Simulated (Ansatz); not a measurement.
```
Ga N
1.0
     3.15181    0.00000    0.00000
    -1.57590    2.72955    0.00000
     0.00000    0.00000    5.13841
Ga N
2 2
Direct
  0.33333 0.66667 0.99930
  0.66667 0.33333 0.49930
  0.33333 0.66667 0.37570
  0.66667 0.33333 0.87570
```

Space group P6₃mc.

Theory: DFT LDA, scalar-relativistic, plane waves, PAW (Ansatz 0.2.0).

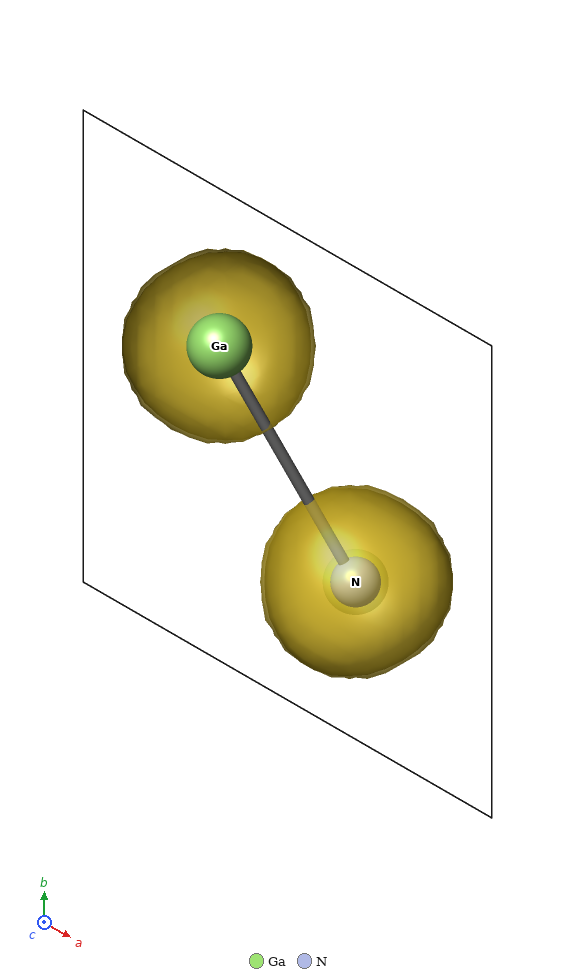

GaN. Isosurface of the valence pseudo-density at 1.5 e/Å³ (yellow), seen along the c axis. Sticks mark near contacts.

Core electrons are frozen (PAW), and the valence fields are smoothed inside the atomic spheres.

What does this surface tell about the bonding?

Answer. At this value the density breaks into separate islands; it holds about 60 % of the electrons treated as valence (semicore included). It bridges none of the near contacts. It is pinched off along the sampled Ga–N (1.93 Å) contacts. On the grid the lowest density along these lines, outside the cores, is 0.76 e/Å³ (Ga–N, 1.93 Å).
